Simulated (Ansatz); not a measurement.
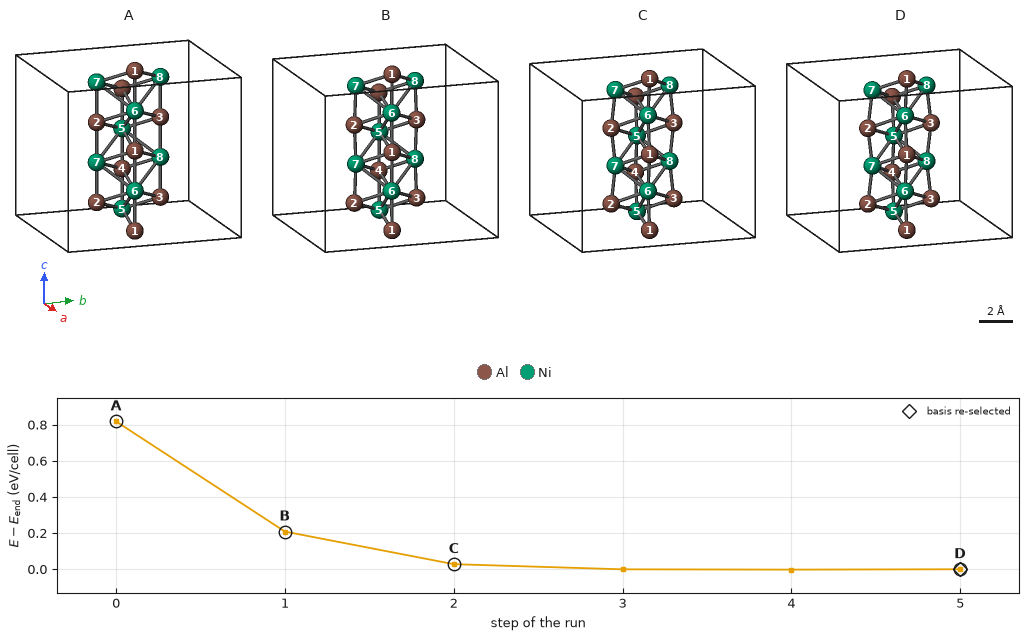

Frames of a relaxation of a wire of composition AlNi, marked on the history of the run. Style: ball-and-stick. Shown: the 2 repeat of the cell, with the vacuum cut short, slightly off an axis.

Case: wire along [1 1 1], 8 atoms a period.

Method: Ansatz, DFT PBE, scalar-relativistic, plane waves, PAW.

The input:
```yaml
crystal:
  lattice:
    - [11.4, 0.0, 0.0]
    - [0.0, 13.4, 0.0]
    - [0.0, 0.0, 5.0109676715]
  atoms:
    - { symbol: Al, position: [0.603604948, 0.5, 0.0] }
    - { symbol: Al, position: [0.5, 0.3473344041, 0.3333333333] }
    - { symbol: Al, position: [0.5, 0.6526655959, 0.3333333333] }
    - { symbol: Al, position: [0.396395052, 0.5, 0.6666666667] }
    - { symbol: Ni, position: [0.396395052, 0.5, 0.1666666667] }
    - { symbol: Ni, position: [0.603604948, 0.5, 0.5] }
    - { symbol: Ni, position: [0.5, 0.3473344041, 0.8333333333] }
    - { symbol: Ni, position: [0.5, 0.6526655959, 0.8333333333] }
basis:
  ecutwfc: 420
kpoints:
  mp_grid: { grid: [1, 1, 11] }
hamiltonian:
  xc: pbe
scf:
  occupations: { method: gaussian, width: 0.05 }
output:
  forces: true
  stress: true
  eigenvalues: true
  populations: true
  write_density: true
  write_potential: true
  elf: true
  volumetric_format: npy
relax:
  adjacent_minimum: "off"
  f_tol: 0.02
  max_steps: 45
  cell: { fix: [a, b, alpha, beta, gamma], stress_tol: 0.03 }
```

Launched with:
```bash
ansatz run input.yaml --threads 4 --pin off --max-ram 9216MiB --backend cpu --events-out ev --progress --plain --runs-dir out
```

Describe the path.

Answer. After 4 accepted moves (5 points after the start) the energy has fallen by 0.818 eV per cell of the calculation. The largest force component goes from 1.3 to 0.008 eV/Å. The SCF was repeated once at an unchanged geometry on a basis and grid sized afresh for the cell, which shifted the energy by 2.0 meV per cell of the calculation at most. The largest moves relative to the layer's centre, 0.31 Å, are those of Ni7 and Ni8. By element the largest moves are Ni 0.31 Å, Al 0.21 Å. Along the periodic axis the drawn cell goes c 10.022 → 9.459 Å (−5.6 %). Near-neighbour distances that change, for instance: Ni5–Ni7 2.893 → 2.513 Å, Ni5–Ni6 2.893 → 2.691 Å, Al1–Ni6 2.505 → 2.379 Å, Al1–Ni6 (another image) 2.505 → 2.400 Å. Among the angles between lasting bonds that change: Ni6–Al1–Ni6 180.0° → 163.7°, Al1–Ni7–Al4 70.5° → 86.1°, Ni7–Al1–Ni8 109.5° → 93.9°. The run took 21 s on 4 threads of Intel(R) Xeon(R) 6975P-C (Granite Rapids), on a shared host, peak memory 1.3 GiB. From step 0 to 1: Ni atoms move most (0.15 Å), energy −0.610 eV per cell of the calculation. From step 1 to 2: Ni atoms move most (0.16 Å), energy −0.181 eV per cell of the calculation. From step 2 to 5: Al atoms move most (0.06 Å), energy −28.2 meV per cell of the calculation.

```tsv
step	E − E(0), meV/atom	largest force component, eV/Å	note
0	0.00	1.2933	
1	-76.21	0.6233	
2	-98.78	0.3698	
3	-102.35	0.0391	
4	-102.55	0.0081	
5	-102.30	0.0080	same geometry, new basis
```

Limits of the set-up: the k-point mesh is coarse for a cell with partly filled bands.
